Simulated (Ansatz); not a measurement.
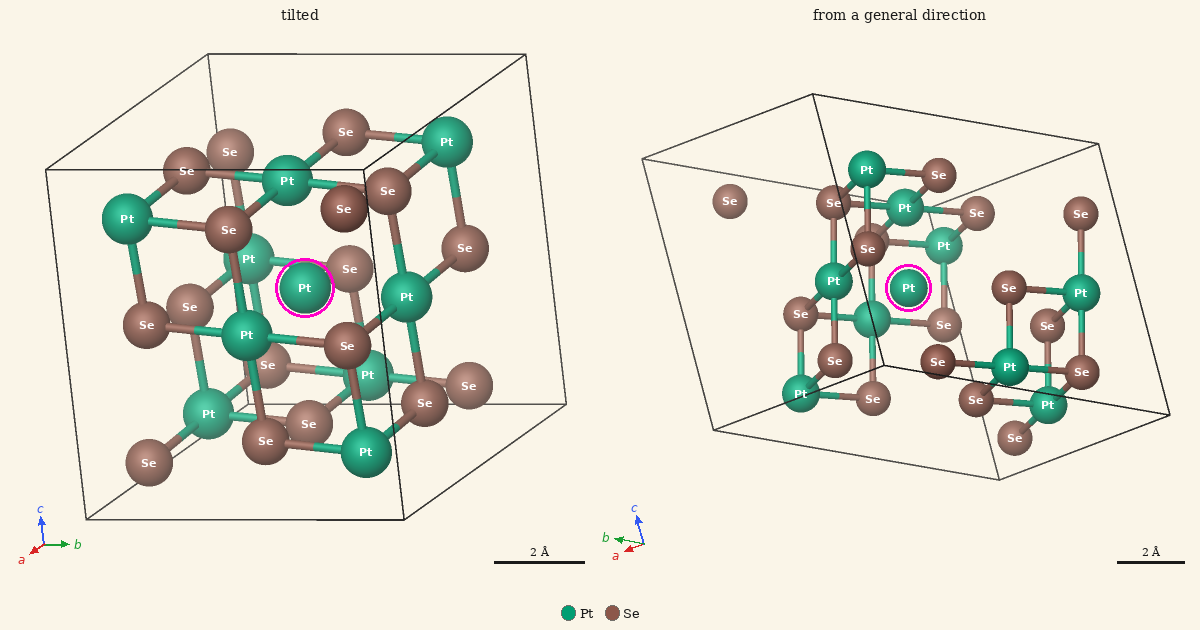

A ball-and-stick rendering, viewed slightly off an axis and from a general direction. Lines trace the edges of the supercell. The host is PtSe2, in a cell of 27 sites, and the cell is neutral. A ring marks the defect's site.

**What defect is present?**

Platinum on a selenium site (an antisite). It is bonded to no bonds drawn. Not all metal-metal contacts are counted.

The atoms were relaxed in the host's cell with DFT PBE, scalar-relativistic, plane waves, PAW (Ansatz 0.2.0).
